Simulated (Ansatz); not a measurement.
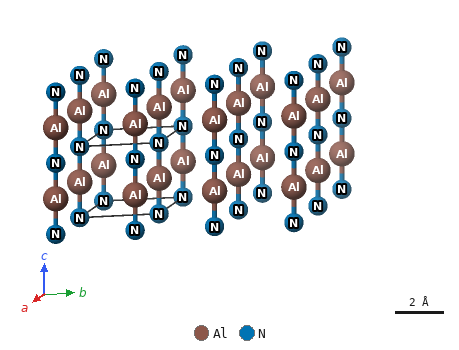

Solid AlN (a generated structure, set up in P6/mmm) (coarse preliminary run), before the relaxation. Style: ball-and-stick. Shown: the cell of the calculation, repeated 2 × 3 × 2 with one cell outlined, slightly off an axis.

Computed with DFT PBE, scalar-relativistic, plane waves, PAW (Ansatz).

Input
```yaml
crystal:
  lattice:
    - [3.41912466, 0.0, 0.0]
    - [-1.70956233, 2.96104881, 0.0]
    - [0.0, 0.0, 3.05554967]
  atoms:
    - { symbol: Al, position: [0.0, 0.0, 0.5] }
    - { symbol: "N", position: [0.0, 0.0, 0.0] }
basis:
  ecutwfc: 420
kpoints:
  mp_grid: { grid: [6, 6, 6] }
hamiltonian:
  xc: pbe
scf:
  occupations: { method: gaussian, width: 0.1 }
  lower_state_search: "off"
output:
  forces: true
  stress: true
  eigenvalues: true
relax:
  adjacent_minimum: "off"
  f_tol: 0.04
  max_steps: 70
  cell: { stress_tol: 0.4 }
```

Run as
```bash
ansatz run input.yaml --threads 1 --pin off --max-ram 2560MiB --backend cpu --events-out ev --progress --plain --runs-dir out
```

Where does the relaxation end?

The atoms keep their places relative to the cell (all moves are under 0.005 Å). The volume changes by +93.2 %, with a = b 3.419 → 4.522 Å (+32.3 %), c 3.056 → 3.375 Å (+10.5 %). Among the contacts that change: Al1–N2 1.528 → 1.687 Å. The space group stays P6/mmm (No. 191). Over 10 accepted moves (13 points after the start) the energy falls by 769 meV per atom. All forces vanish by symmetry, so only the cell relaxes. The pressure goes from 50.06 to 0.21 GPa. The SCF was repeated 3 times at an unchanged geometry on a basis and grid sized afresh for the cell, which shifted the energy by 44.2 meV per atom at most. The run took 24 s on 1 thread of Intel(R) Xeon(R) Processor @ 2.70GHz (shared host), peak memory 0.33 GiB.

The structure at the end:

```
CELL_PARAMETERS angstrom
4.52202 0.00000 0.00000
-2.26101 3.91618 0.00000
0.00000 0.00000 3.37493
ATOMIC_POSITIONS crystal
Al 0.00000 0.00000 0.50000
N 0.00000 0.00000 0.00000
```

After the run, drawn alike:

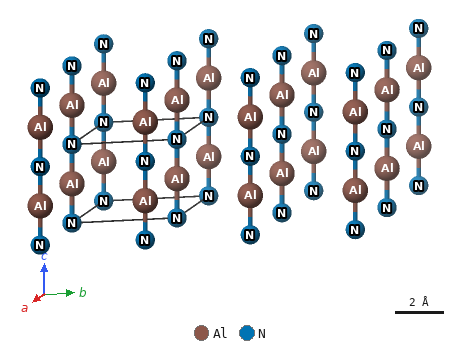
